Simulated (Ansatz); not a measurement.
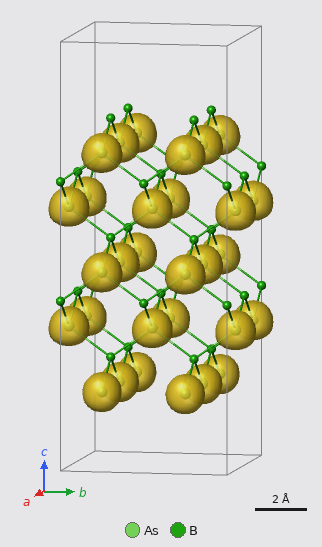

Figure. BAs (slab). Isosurface of the valence pseudo-density at 1 e/Å³ (yellow), seen slightly off an axis. Sticks mark near contacts.

Not relaxed (largest force 1.4 eV/Å).

All numbers below come from Ansatz, DFT PBEsol, scalar-relativistic, plane waves, PAW.

### Which contacts does the surface bridge?

At this value the density breaks into separate islands; it holds about 60 % of the electrons treated as valence. It bridges none of the near contacts. It is pinched off along the shortest B–As (2.06 Å) contacts. On the grid the lowest density along these lines, outside the cores, is 0.73 e/Å³ (B–As, 2.06 Å).

### Does the calculation give a band gap?

It is gapless in this calculation (a metal or semimetal).
